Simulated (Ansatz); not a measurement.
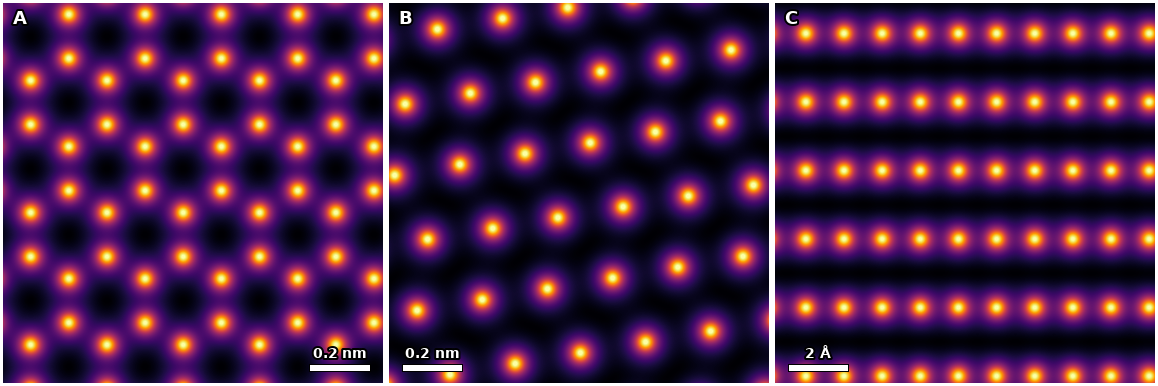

Three views of V (P6_3/mmc, No. 194) along different zone axes. Computed as the sum of neutral-atom potentials (tabulated electron scattering factors, B = 0.5 Å²) projected along the beam and smoothed by 0.25 Å; brighter is more positive. The display is stretched by a gamma of 0.7; percentages refer to the linear signal. Atomic positions: a calculation's starting geometry; the starting structure was generated, so it need not be a known form of this composition.

```cif
data_structure
_symmetry_space_group_name_H-M 'P6_3/mmc'
_symmetry_Int_Tables_number 194
_cell_length_a 2.6099
_cell_length_b 2.6099
_cell_length_c 4.6887
_cell_angle_alpha 90.000
_cell_angle_beta 90.000
_cell_angle_gamma 120.000
_cell_volume 27.66
loop_
_atom_site_label
_atom_site_type_symbol
_atom_site_symmetry_multiplicity
_atom_site_Wyckoff_symbol
_atom_site_fract_x
_atom_site_fract_y
_atom_site_fract_z
_atom_site_occupancy
V1 V 2 d 0.33333 0.66667 0.75000 1
```

Match the panels to the zone axes [001], [100] and [210].

A is [001]: projected cell 2.61 × 2.61 Å, 120°, plane group p6mm. B is [100]: projected cell 2.26 × 4.69 Å, 90°, plane group p2mg. C is [210]: projected cell 1.30 × 2.34 Å, 90°, plane group p2mm.
